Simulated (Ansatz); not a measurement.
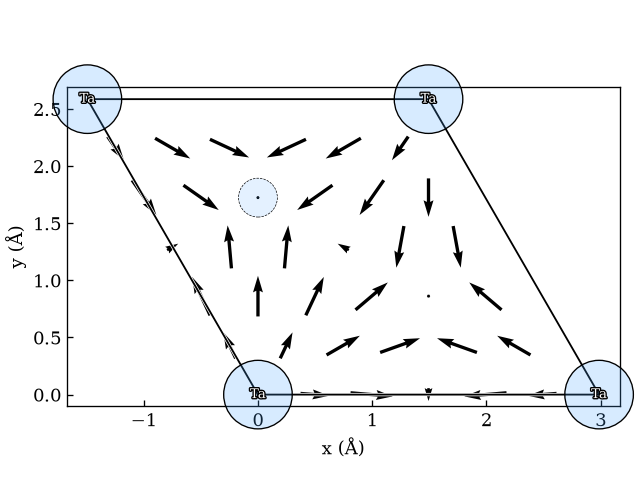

H on a Ta(111) slab cut from the Fm-3m phase, its upper half relaxed before the scan (12 atoms of substrate and one adsorbate in a 2 × 2 cell). H is moved over the surface cell; relaxed at each place: the height of the adsorbate's atoms; substrate rigid; the origin of the map has the adsorbate above Ta9. Places are given modulo a cell vector. The map is drawn in real space over the plane of the surface. The scan uses a 6 × 6 grid; 10 points were computed and 26 follow by symmetry. Places are given in fractions of the 1 × 1 surface cell. Level of theory: DFT PBE, scalar-relativistic, plane waves, PAW (Ansatz). Settings: cutoff 420 eV, k-mesh 6×6×1, gaussian smearing 0.1 eV, no spin polarisation.

The picture shows arrows along the force (downhill), their lengths compressed, labelled circles for the atoms of the top layer and small ones for the second layer, the outline of one cell of the plane.

The arrows alone are given. Where are the wells?

The arrows converge at a threefold hollow over a second-layer Ta atom, (2/6, 4/6) of the cell vectors; a threefold hollow over a third-layer Ta atom, (4/6, 2/6) of the cell vectors (0.10 eV up) (read from the interpolated surface).

The energy map of the same scan:

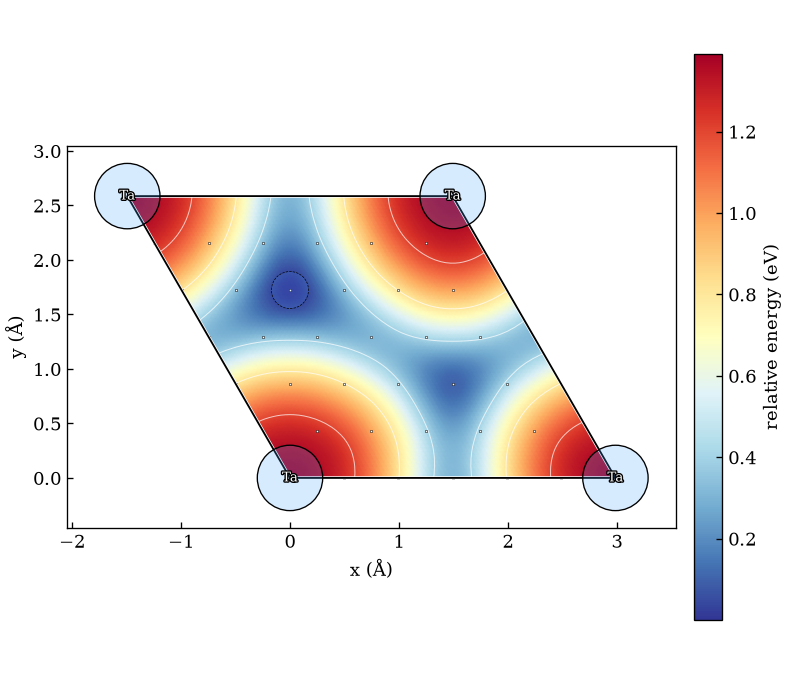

Energies are in eV, from the lowest grid point; between grid points the surface is interpolated.

PAW datasets: the set soft_1.
